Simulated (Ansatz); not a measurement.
## Electronic structure of H3C20N (slab) in real space

```xyz
24
Lattice="7.3951 0.0000 0.0000 -3.6976 6.4044 0.0000 0.0000 0.0000 19.6034" Properties=species:S:1:pos:R:3 pbc="T T T"
C     2.4651    2.8464    8.0000
C     1.2275    4.9794    8.0007
C     3.6935    0.7148    7.9958
C     4.9249    2.8434    7.9980
C     3.6923    4.9843    7.9998
C     6.1618    0.7122    7.9892
C    -0.0051    2.8500    7.9976
C    -1.2317    4.9817    8.0011
C     1.2281    0.7093    7.9917
C     2.4661    1.4236    7.9962
C     1.2276    3.5618    8.0009
C    -0.0043    5.6910    7.9996
C     4.9247    1.4264    7.9923
C     3.6925    3.5551    8.0015
C     2.4645    5.6937    7.9962
C    -0.0055    1.4211    7.9892
C    -1.2329    3.5585    8.0003
C    -2.4696    5.6959    7.9974
C     0.0894    0.7452   11.5366
C     6.0429    0.5950   11.4415
N     4.8895    0.4762   11.3663
H     0.4901    0.0994   12.3292
H     0.5648    0.4690   10.5860
H     0.3495    1.7877   11.7648
```

All numbers below come from DFT PBE+D3(BJ), scalar-relativistic, plane waves, PAW in Ansatz.

In a PAW calculation such maps are meaningful between the atoms, not at the nuclei.

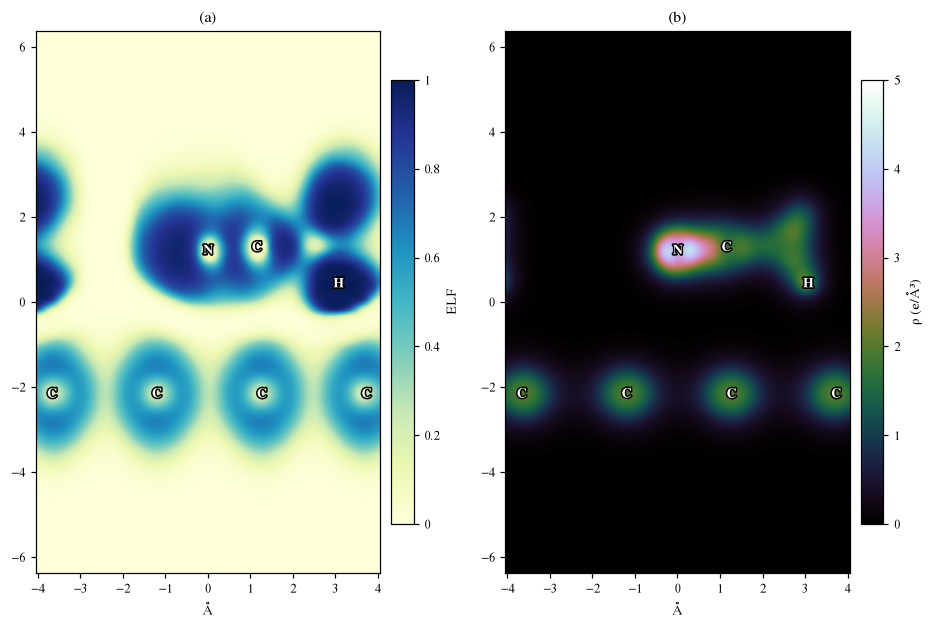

Figure 1. (a) ELF; (b) valence pseudo-density on the (010) plane of the calculation cell, a cut from vacuum to vacuum.

### Interpret the plot.

Atoms in the plane: C, N and H. Atoms just off the plane (C, 0.3 Å away and H, 0.4 Å away) can leave unmarked features too. C–N (1.16 Å): ρ at the midpoint is about 3.5 e/Å³; the ELF peaks at about 0.85 between the atoms (inside overlapping PAW spheres, so only a guide) (a short, multiple covalent bond). The density dies away to nearly zero in the vacuum. The ELF also peaks beside N, away from the bonds: lone-pair regions.

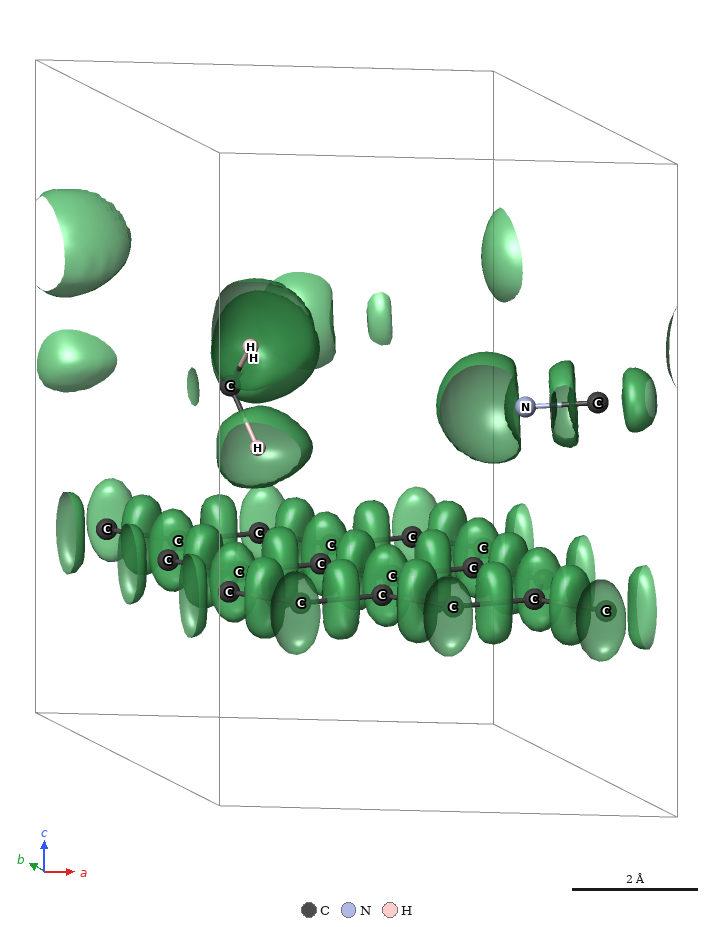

Figure 2. Isosurface of the electron localisation function at 0.8 (green), seen slightly off an axis. Core shells and regions of very low density are left out. Sticks mark near contacts.

### Where are the electrons localised?

The ELF exceeds this value in 28 regions between bonded C–C atoms (shared pairs), one region between bonded C–N atoms (shared pairs), three regions around hydrogen nuclei and one lobe on N, pointing away from the bonds (lone pairs), counted in one cell of 24 atoms. Counts are for one cell; the picture repeats the cell along the surface.


C–H (1.10 Å): the ELF climbs to about 1 towards the hydrogen, as it does in any bond to H: an ordinary covalent bond to hydrogen.
